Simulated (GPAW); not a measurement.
# Near-edge structure at the Zn K edge of zinc-blende (ZnS)₁₋ₓ(ZnSe)ₓ at x = 0.125, part 3 of 3

What does the Zn K edge look like in zinc-blende (ZnS)₁₋ₓ(ZnSe)ₓ at x = 0.125?

GPAW 26.7.0; X-ray absorption from dipole matrix elements to empty bands, plane-wave PAW LDA.

So far. Step 5 (Spectrum with XCH, Zn atom 1): Main maxima below 27 eV (height): 5.0 eV (2.02), 8.8 eV (1.02) and 12.6 eV (1.07). A K edge sees empty p states on the absorber. Step 5 (Spectrum with XCH, Zn atom 1): The total-energy difference is 9673.35 eV. One term is added: -30.82 eV, since the hole is spin-paired here and a spin-polarised one costs that much less in the free atom (computed apart). The photon energy is then 9642.53 eV. The tabulated edge of the element is 9659 eV.

## Step 7: Spectrum with XCH, S atom 2

The holes are 7.7 Å apart. The excited electron is kept in the cell, where it fills the lowest empty states and screens the hole. After the field has converged, empty bands are computed with the density fixed and the dipole matrix elements are summed.

The absorber has 2 Zn at 2.34 Å and 2 Zn at 2.35 Å (tetrahedral).

Contents of xas.py:

```python
import numpy as np
from ase import Atoms
from ase.parallel import parprint, paropen
from gpaw import GPAW, PW, FermiDirac, Mixer, MixerDif, setup_paths
from gpaw.test import gen
setup_paths.insert(0, '.')
gen('S', name='fch1s', xcname='LDA', corehole=(1, 0, 1), write_xml=True)
from gpaw.mpi import world
world.barrier()

atoms = Atoms('ZnSZnSeZnSZnSZnSZnSZnSZnS',
    cell=[[0, 5.44225, 5.44225],
     [5.44225, 0, 5.44225],
     [5.44225, 5.44225, 0]],
    scaled_positions=[[0.9959049, 0.9971529, 0.0112939],
     [0.1245392, 0.1263144, 0.1254345],
     [0.9959357, 0.9974088, 0.4974004],
     [0.1245525, 0.1252894, 0.6257395],
     [0.0003578, 0.5011945, 0.000185],
     [0.1262277, 0.6253973, 0.1248772],
     [0.9969982, 0.510602, 0.4966379],
     [0.125397, 0.6253881, 0.625351],
     [0.4992055, 0.0010266, 0.000046],
     [0.6242175, 0.1257905, 0.1252542],
     [0.5097789, 0.9952284, 0.4971014],
     [0.6240527, 0.125051, 0.6252898],
     [0.5014255, 0.5007913, 0.0008794],
     [0.6257177, 0.626279, 0.125077],
     [0.5002394, 0.4997261, 0.499489],
     [0.6251169, 0.6236972, 0.6258297]],
    pbc=True)
atoms.calc = calc = GPAW(legacy_gpaw=True, mode=PW(400, force_complex_dtype=True), xc='LDA', setups={1: 'fch1s'},
    kpts={'size': (3, 3, 3), 'gamma': True}, occupations=FermiDirac(0.04),
    charge=-1, mixer=Mixer(0.1, 5, 50), maxiter=150,
    convergence={'density': 0.0001, 'eigenstates': 1e-6}, txt='scf.txt')
energy = atoms.get_potential_energy() + calc.get_reference_energy()
ef = calc.get_fermi_level()
out = dict(energy=energy, fermi=ef, forces=atoms.get_forces().tolist())
parprint(f'all-electron energy {energy:.4f} eV, Fermi level {ef:.4f} eV')
ev = np.array([[calc.get_eigenvalues(k, s) for k in range(len(calc.get_ibz_k_points()))] for s in range(calc.get_number_of_spins())])
out['homo'], out['lumo'], out['counts'] = ev[ev < ef].max(), ev[ev > ef].min(), sorted(set((ev < ef).sum((0, 2)).tolist()))
out['filled'] = (ev[:, 0] < ef).sum(1).tolist()

from ase.units import Ha
from gpaw.xas import dipole_matrix_elements
nb = int(calc.get_number_of_electrons() / 2) + 165
top, nb = nb, nb + 8 + nb // 12
nscf = calc.fixed_density(kpts={'size': (4, 4, 4), 'gamma': True}, nbands=nb,
    convergence={'bands': top, 'eigenstates': 5e-3}, maxiter=60, txt='nscf.txt')
cell = atoms.cell.array
ops = [cell.T @ U.T @ np.linalg.inv(cell.T) for U in nscf.wfs.kd.symmetry.op_scc]
filled = [72]  # bands filled in the ground state, by spin
E = np.arange(-6, 30, 0.1)
fwhm = np.interp(E, [4, 25], [0.9, 3.5])
Y, X, zero, highest = 0, 0, 1e9, 1e9
for spin in range(nscf.get_number_of_spins()):
    wfs = nscf.wfs
    mine = wfs.bd.get_slice()  # this rank's bands
    A = dipole_matrix_elements(wfs.setups[1])
    eps = np.zeros((wfs.kd.nibzkpts, nb))
    d = np.zeros((3, A.shape[1], wfs.kd.nibzkpts, nb), complex)
    for kpt in wfs.kpt_u:
        if kpt.s == spin and 1 in kpt.P_ani:
            eps[kpt.k, mine] = kpt.eps_n * Ha
            d[:, :, kpt.k, mine] = (kpt.weight * wfs.nspins / 2) ** 0.5 * np.inner(A, kpt.P_ani[1])
    world.sum(eps)
    world.sum(d)
    T = np.einsum('amkn,bmkn->abkn', d, d.conj()).real
    T = sum(np.einsum('ai,ijkn,bj->abkn', R, T, R) for R in ops) / len(ops)
    empty = np.ones_like(eps, bool) & (np.arange(nb) >= filled[spin])
    zero, highest = min(zero, eps[empty].min()), min(highest, eps[:, top - 1].min())
    lines = [(eps, T, empty)] if spin == 0 else lines + [(eps, T, empty)]
for eps, T, empty in lines:
    f = np.einsum('aakn->akn', T).reshape(3, -1)
    x = eps.ravel() - zero
    w = np.interp(x, E, fwhm) / 2.35482
    g = np.exp(-0.5 * ((E[:, None] - x) / w) ** 2) / (w * (2 * np.pi) ** 0.5)
    Y = Y + (f * empty.ravel()) @ g.T
    X = X + (f * ~empty.ravel()) @ g.T
out.update(E=E.round(2).tolist(), xas=Y.tolist(), xes=X.tolist(), zero=zero, valid=highest - zero, nk=len(eps), nb=nb)
for i in range(0, len(E), 10):
    parprint(f'{E[i]:7.2f}', *(f'{v:10.3e}' for v in Y[:, i]))
import json
with paropen('out.json', 'w') as f:
    json.dump(out, f)
```

Run with:

```console
OMP_NUM_THREADS=1 mpirun -n 4 gpaw python xas.py
```

Numbers of over 12 decimals in the logs are rounded to 6 here.

What it wrote:

```text
Input parameters:
  charge: -1
  convergence: {density: 0.0001,
                eigenstates: 1e-06}
  kpts: {gamma: True,
         size: (3, 3, 3)}
  maxiter: 150
  mixer: {backend: pulay,
          beta: 0.1,
          method: separate,
          nmaxold: 5,
          weight: 50}
  mode: {ecut: 400.0,
         force_complex_dtype: True,
         name: pw}
  occupations: {fixmagmom: False,
[...]
*p    :     0.277888
*d    :     0.000000
--------------------------------

Diagonalizing with gridspacing h=0.050

state   all-electron     PAW
-------------------------------
3s:      -1.141348    -1.142157
3p:      -0.722112    -0.722797
*d:                   -0.153507
*f:                   -0.016109
-------------------------------
all-electron energy -529682.0713 eV, Fermi level 6.3393 eV
[...]
28.00  3.081e-06  3.081e-06  3.141e-06
  29.00  2.822e-06  2.822e-06  2.897e-06
[key lines of the parts left out:]
Converged after 14 iterations.
Dipole moment: (-25.259897, -25.161348, -22.966866) |e|*Ang
Free energy:    -74.635773
Fermi level: 6.33929
```

It took 6.6 min on 4 MPI ranks of Arm Neoverse V1, shared host; peak memory 0.74 GiB.

The S K spectrum, S atom 2, excited-electron core hole (neutral cell) (energy from the bottom of the conduction band, which holds the excited electron; intensity scaled to a mean of 1 over the first 20 eV):

| E (eV) | isotropic | ε ∥ x | ε ∥ z |
| --- | --- | --- | --- |
| -2.0 | 0.00 | 0.00 | 0.00 |
| -0.5 | 0.00 | 0.00 | 0.00 |
| 1.0 | 0.35 | 0.35 | 0.37 |
| 2.5 | 1.86 | 1.82 | 1.94 |
| 4.0 | 1.80 | 1.78 | 1.85 |
| 5.5 | 1.34 | 1.32 | 1.37 |
| 7.0 | 1.47 | 1.53 | 1.35 |
| 8.5 | 0.95 | 0.96 | 0.92 |
| 10.0 | 0.60 | 0.61 | 0.58 |
| 11.5 | 0.52 | 0.52 | 0.53 |
| 13.0 | 0.86 | 0.84 | 0.90 |
| 14.5 | 1.11 | 1.09 | 1.16 |
| 16.0 | 1.02 | 1.01 | 1.04 |
| 17.5 | 0.81 | 0.80 | 0.81 |
| 19.0 | 0.67 | 0.69 | 0.63 |
| 20.5 | 0.67 | 0.70 | 0.62 |
| 22.0 | 0.74 | 0.75 | 0.72 |
| 23.5 | 0.74 | 0.74 | 0.73 |
| 25.0 | 0.79 | 0.79 | 0.79 |
| 26.5 | 1.03 | 1.02 | 1.03 |

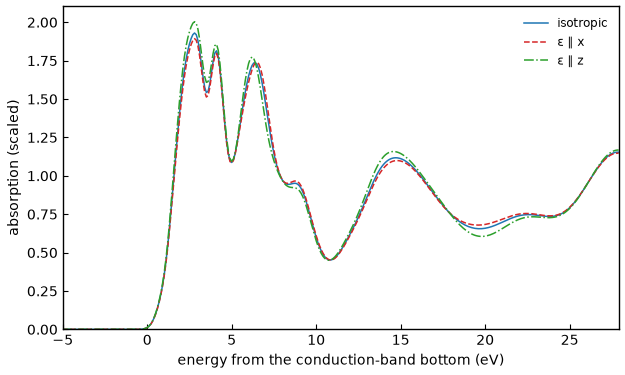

The S K edge, S atom 2, excited-electron core hole (neutral cell): main maxima at 2.8, 4.1 and 6.4 eV.

Main maxima below 24 eV (height): 2.8 eV (1.93), 4.1 eV (1.81), 6.4 eV (1.74) and 14.7 eV (1.12). 

The total-energy difference is 2475.21 eV. One term is added: -16.82 eV, since the hole is spin-paired here and a spin-polarised one costs that much less in the free atom (computed apart). The photon energy is then 2458.39 eV. The functional leaves an error in such absolute values: in the free atom LDA prices this hole 9.1 eV below PBE (computed apart), and PBE is itself good to a few eV.

## Step 8: Results

```yaml
absorber_and_edge: Zn K, atom 1 of the ground-state input (counted from 1)
surroundings: 3 S at 2.34 Å and 1 Se at 2.42 Å (distorted tetrahedral)
highest_intensity_below_24_ev: 5.0 eV above the zero, height 2.02
photon_energy_of_the_zero_with_the_added_terms: 9642.5 eV (raw 9673.4 eV; LDA puts this hole about 19 eV below PBE, itself good to a few eV)
```

What this shows: The Zn K edge of atom 1, with 3 S at 2.34 Å and 1 Se at 2.42 Å (distorted tetrahedral), has its highest intensity of the first 24 eV at 5.0 eV above the zero, near 9648 eV in photon energy (LDA puts this hole about 19 eV below PBE, itself good to a few eV), 2.0 times the mean level of the first 20 eV (Gaussian full width 1.67 eV up to 4 eV, rising linearly to 3.5 eV at 25 eV). The script folds with a Gaussian, whereas the core hole's own line is a Lorentzian, so the onset is too steep and the first peak too high.

[Banner, clock and machine lines of the logs are left out without a mark of their own.]

[Logs are printed without paths, hosts, clocks, repeated set-up lines and the standing remarks that a program may print on its own settings, such as how far it seeks lower states.]

[Hosts, paths, dates, database ids (printed as entryN), source tags and the programs' standing remarks are cut or masked in the printed files.]

[Lists of maxima count a maximum above −3 eV only where it reaches 4 % of the highest in the window and stands out from its surroundings by 2 % of it (1.5 % where it reaches 55 %); shoulders and weaker maxima are passed over, and of the rest the first, up to two pre-edge ones and the few strongest are named.]
